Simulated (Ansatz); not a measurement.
System: Sn (slab).

Input file:

```
crystal:
  lattice:
    - [6.5132825556, 0.0, 0.0]
    - [-3.2566412778, 6.0107644543, 0.0]
    - [0.0, 0.0, 25.9293561057]
  atoms:
    - { symbol: Sn, position: [0.14677444, 0.2935488799, 0.3085306078] }
    - { symbol: Sn, position: [0.14677444, 0.7935488799, 0.3085306078] }
    - { symbol: Sn, position: [0.6467744399, 0.2935488799, 0.3085306078] }
    - { symbol: Sn, position: [0.6467744399, 0.7935488799, 0.3085306078] }
    - { symbol: Sn, position: [0.3057552792, 0.6137775078, 0.405563529] }
    - { symbol: Sn, position: [0.3081247768, 0.1167262057, 0.4055613114] }
    - { symbol: Sn, position: [0.8075146853, 0.6148516941, 0.4059808248] }
    - { symbol: Sn, position: [0.8082591256, 0.1138110586, 0.4056048879] }
    - { symbol: Sn, position: [0.4671784194, 0.9365740835, 0.5012218159] }
    - { symbol: Sn, position: [0.4690205418, 0.4328463971, 0.5035328758] }
    - { symbol: Sn, position: [0.9639319329, 0.935531346, 0.5032483612] }
    - { symbol: Sn, position: [0.9722518334, 0.4401160344, 0.5034761145] }
basis:
  ecutwfc: 420
kpoints:
  mp_grid: { grid: [3, 3, 1] }
hamiltonian:
  xc: pbe
  dispersion: d3bj
scf:
  occupations: { method: gaussian, width: 0.1 }
output:
  forces: true
  eigenvalues: true
  write_density: true
  volumetric_format: npy
efield:
  axis: 3
  dipole_correction: true
  ramp_width: 0.04
```

Run with:

```sh
ansatz run input.yaml --threads 4 --pin off --max-ram 10240MiB --backend cpu --events-out ev --progress --plain --runs-dir out
```

These are results of DFT PBE+D3(BJ), scalar-relativistic, plane waves, PAW in Ansatz, not measurements.

Q: What can the converged valence pseudo-density tell about the bonding?

A: Sn–Sn (3.18 Å): the density is about 0.19 e/Å³ at the midpoint.
Sn–Sn (3.18 Å): the density is about 0.19 e/Å³ at the midpoint.
Sn–Sn (3.22 Å): ρ at the midpoint is about 0.18 e/Å³.

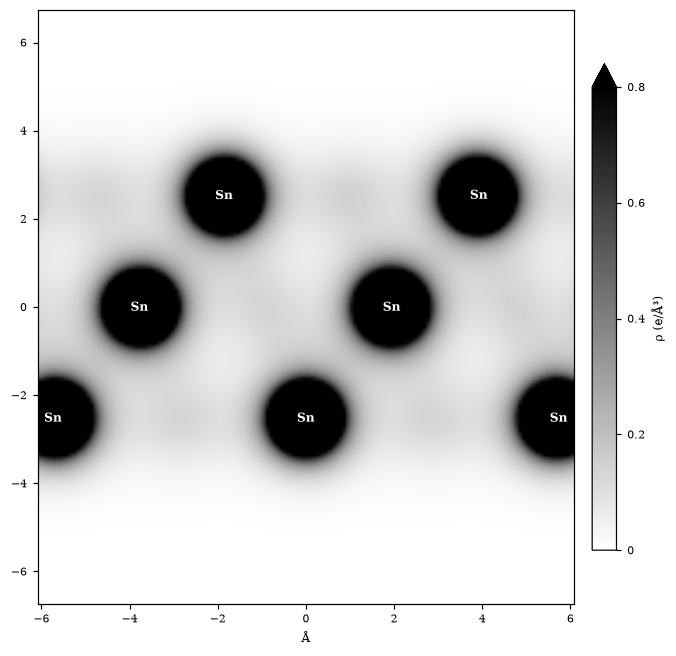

Computed valence pseudo-density on the (110) plane of the calculation cell, a cut from vacuum to vacuum. 

Core electrons are frozen (PAW), and the valence fields are smoothed inside the atomic spheres.
